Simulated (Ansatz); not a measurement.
# Carbon, diamond: HSE06 after PBE

Aim: see what exact exchange does to the levels, and what it costs. Spin polarisation is left out. The cell comes from an earlier PBE relaxation. Exact exchange is dear, so the k-mesh is coarse, and PBE is run on the same mesh for comparison.

Method: DFT, plane waves (420 eV) with PBE-made PAW files, scalar-relativistic; functionals as named at each step, in Ansatz 0.2.0.

## 1. The starting structure

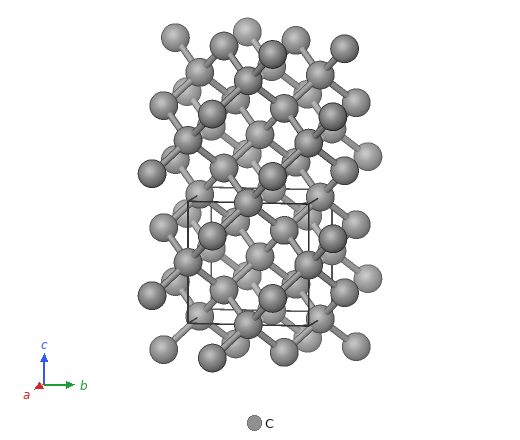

The structure, seen slightly off an axis (carbon grey). 1×1×2 conventional cells are drawn; the run uses a primitive one. Any atoms on the faces are drawn again on the opposite ones, and bonded neighbours outside are added.

As a file:

```
C
1.0
     0.00000    1.78582    1.78582
     1.78582    0.00000    1.78582
     1.78582    1.78582    0.00000
C
2
Direct
  0.50000 0.50000 0.50000
  0.75000 0.75000 0.75000
```

## 2. PBE, coarse mesh

The run with PBE.

Input file input.yaml:

```yaml
crystal:
  lattice:
    - [0.0, 1.7858176506, 1.7858176506]
    - [1.7858176506, 0.0, 1.7858176506]
    - [1.7858176506, 1.7858176506, 0.0]
  atoms:
    - { symbol: C, position: [0.5, 0.5, 0.5] }
    - { symbol: C, position: [0.75, 0.75, 0.75] }
hamiltonian:
  xc: pbe
  pseudopotentials:
    kind: paw
    azcp:
      C: "pseudopotentials/C.paw.azcp"
basis:
  ecutwfc: 420
  fft_grid_basis: typed
kpoints:
  mp_grid: { grid: [8, 8, 8], shift: [0, 0, 0] }
magnetization:
  spin_polarized: false
scf:
  occupations: { method: fermi_dirac, width: 0.1 }
output:
  write_density: true
  write_potential: true
  elf: true
  volumetric_format: npy
```

Launch:

```sh
ansatz run input.yaml --threads 4 --pin off --max-ram 8192MiB --backend cpu --events-out ev --progress --plain --runs-dir out
```

The log of the run (excerpt; [...] marks lines left out):

```text
Warning: RAYON_NUM_THREADS=4 ignored (pool sized by the plan → 4); use --threads N
[...]
Pseudopotentials: kind: paw
Pseudopotential: C, paw, valence charge 4, recommended cutoff 420 eV (normal), <dir>
Functional definition: PBE
[...]
Crystal: 2 atoms, lattice volume = 11.390 Å³
Basis set: ecut = 420 eV, 229 PW (Γ)
Bands: 8, of which v1, the nominal top of the filled ones, is band 4 counted from 1 (3 counted from 0)
Symmetry: 48 space group operations
Space group: Fd-3m (ITA 227), of the structure as read, at distance tolerance 2.2e-5 Å
k-points: 29 of 512
[...]
SCF iter   1: F=—  HF=-501.614862 eV  |F-HF|=—  |Δ(HF+E_count)|=         —  Δρ=1.80e-3  dr2=1.12e-4  ethr=1.77e-3  ⟨swp⟩=4.5  Hψ=1490  notcnv=0
[...]
SCF iter   6: F=-501.615023 eV  HF=-501.615023 eV  |F-HF|=5.51e-12  |Δ(HF+E_count)|=  4.18e-10  Δρ=1.95e-7  dr2=1.45e-12  ethr=1.02e-12  ⟨swp⟩=1.0  Hψ=691  notcnv=0
[...]
SCF converged after 6 iterations
Free energy (F): -501.615023 eV
[...]
E sigma→0 (E₀):  -501.615023 eV
Fermi energy:    15.271789 eV
[...]
--- Band table (eV; the first three rows and the last of 29) ---
  k-point 0: bands = ["-8.1812", "13.2430", "13.2430", "13.2430", "18.8253", "18.8253", "18.8253", "26.4272"]
[...]
```

It took 0.22 s on 4 threads of Arm Neoverse V1, shared host; peak memory 0.23 GiB.

The maps below are laid out on this run's own conventional cell (a, b, c = 3.572, 3.572, 3.572 Å).

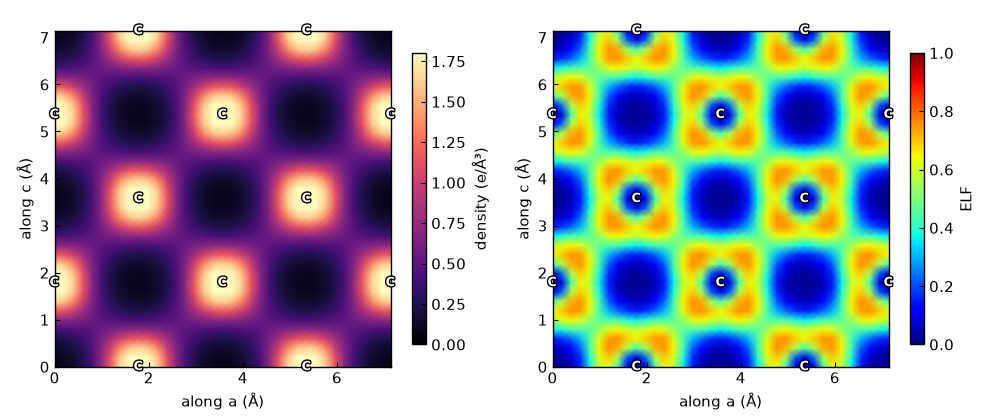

Density (left) and ELF (right) in a lattice plane of the grid's cell (edges 3.57 and 3.57 Å, at 0.000 of the third edge), which holds C. Only atoms in the plane are labelled. Both are smooth fields of the valence electrons: close to the nuclei they are not physical.

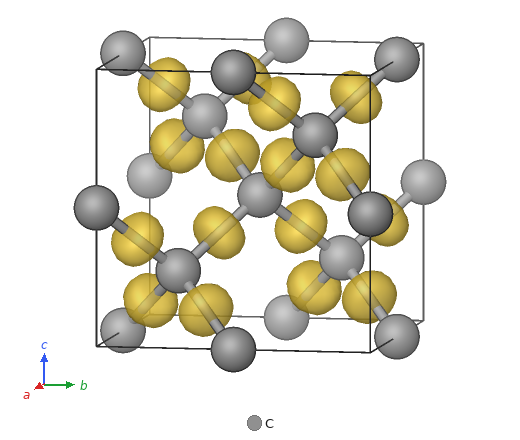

Surface of ELF = 0.85, drawn in one cell.

Maxima of ELF outside the ion cores: 0.94 on the C–C line, 0.7 Å from C.

## 3. HSE06, coarse mesh

The run with HSE06.

input.yaml, as its differences from that of step 2:

```diff
@@ -9,3 +9,3 @@
 hamiltonian:
-  xc: pbe
+  xc: hse06
   pseudopotentials:
@@ -23,6 +23 @@
   occupations: { method: fermi_dirac, width: 0.1 }
-output:
-  write_density: true
-  write_potential: true
-  elf: true
-  volumetric_format: npy
```

Launch:

```sh
ansatz run input.yaml --threads 4 --pin off --max-ram 8192MiB --backend cpu --events-out ev --progress --plain --runs-dir out
```

The log of the run (excerpt; [...] marks lines left out):

```text
Warning: RAYON_NUM_THREADS=4 ignored (pool sized by the plan → 4); use --threads N
[...]
[... 2 set-up lines as earlier in the session ...]
Functional definition: HSE06
[...]
Crystal: 2 atoms, lattice volume = 11.390 Å³
Basis set: ecut = 420 eV, 229 PW (Γ)
Bands: 8, of which v1, the nominal top of the filled ones, is band 4 counted from 1 (3 counted from 0)
[... 2 set-up lines as earlier in the session ...]
k-points: 29 of 512
[...]
SCF iter   1: F=—  HF=-501.614871 eV  |F-HF|=—  |Δ(HF+E_count)|=         —  Δρ=1.72e-3  dr2=9.90e-5  ethr=1.77e-3  ⟨swp⟩=2.0  Hψ=1458  notcnv=0
[...]
SCF 1 stopped early in 2 iterations: F = -501.615050 eV  dr2 = 1.90e-5
[...]
Frozen-core exchange: fock
[...]
SCF 2 stopped early in 5 iterations: F = -501.759470 eV  dr2 = 3.58e-7
hybrid outer 1: dexx = +2.018e-3 eV, tail = 9.55e-6 eV
[...]
Frozen-core exchange: fock
[...]
SCF iter   2: F=-501.759512 eV  HF=-501.759512 eV  |F-HF|=4.79e-9  |Δ(HF+E_count)|=   8.54e-8  Δρ=1.53e-5  dr2=1.25e-8  ethr=4.77e-11  ⟨swp⟩=2.6  Hψ=910  notcnv=0
[...]
hybrid outer 2: dexx = +1.404e-7 eV, tail = 3.04e-8 eV, Δε = 2.89e-3 eV (about 1.66e-4 eV left of the loop's levels)
hybrid SCF converged: 2 outer / 7 inner (+2 warm-up), last move |dexx| = 1.40e-7 eV, tail = 3.04e-8 eV
Stability not checked: this state was not tested for a lower state beside it, because the functional holds exact exchange (a hybrid, or Hartree-Fock), whose exchange loop this test does not read (fock_operator; see scf.lower_state_search)
Free energy (F): -501.759512 eV
Frozen-core exchange: fock
[...]
E sigma→0 (E₀):  -501.759512 eV
Fermi energy:    15.226388 eV
[...]
--- Band table (eV; the first three rows and the last of 29) ---
  k-point 0: bands = ["-10.8480", "12.6239", "12.6239", "12.6239", "19.5884", "19.5884"]
[...]
  guard bands above this table: 2 of the run's 8 bands. The solve was not asked for them (output.publish_guard_bands: true or output.eigenvalues: true publishes all)
```

It took 1.6 s on 4 threads of Arm Neoverse V1, shared host; peak memory 0.5 GiB.

## 4. The functionals compared

```tsv
functional	gap on the mesh	Fermi energy (eV)	SCF cycles	exchange loops	CPU time
PBE	4.13 eV	15.272	6	-	0.48 s
HSE06	5.28 eV	15.226	9	2	4.5 s
```

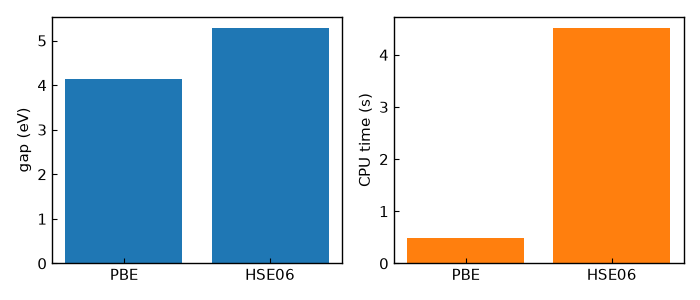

Gap and CPU time by functional.

## 5. Results

| quantity | value |
| --- | --- |
| PBE: gap | 4.13 eV |
| HSE06: gap | 5.28 eV |
| HSE06: SCF cycles, exchange loops | 9, 2 |
| HSE06: CPU time over that of PBE | 9.4 |
| HSE06: relative to graphite | +64 meV/atom |

In words: The gap goes from 4.13 eV under PBE to 5.28 eV under HSE06. The hybrid took 9.4 times as much CPU time as PBE on the same settings. The exchange operator of HSE06 was renewed in 2 outer loops. Band edges may lie between mesh points, so the true gap at this level can be smaller. The dense-mesh value adds -0.4 meV/atom, the change that PBE shows between the coarse mesh and its own dense run (not shown). Under HSE06 it lies 64 meV/atom above graphite (computed apart in the same way). The total energies in the logs cannot be compared from one functional to another.
